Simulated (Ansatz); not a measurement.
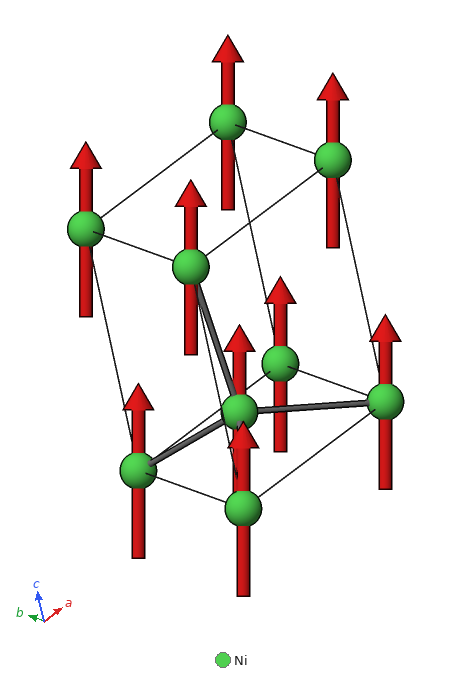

Drawn in the ball-and-stick manner and seen slightly off an axis. Thin lines show the simulation cell, with boundary atoms drawn in all their periodic places. Arrows are the site magnetic moments above 0.25 μB; longer means larger, and red and blue are up and down (without spin-orbit coupling the axis itself is arbitrary).

This is the state reached for Ni. Level of theory and settings: Ansatz, DFT PBEsol, scalar-relativistic, plane waves, PAW, plane waves to 420 eV, a 14×14×14 grid in reciprocal space, Gaussian smearing of 0.1 eV, collinear spins.

Name the magnetic order and give the moments.

Ferromagnetic (within this cell). Site moments: 2 Ni +0.8 μB. The net spin moment of the whole cell is 1.6 μB.

The model was built from a structure listed in the Materials Project, with elements exchanged, so it need not be a known form of the compound. The structure drawn was relaxed with Ansatz 0.2.0, DFT PBEsol, scalar-relativistic, plane waves, PAW.
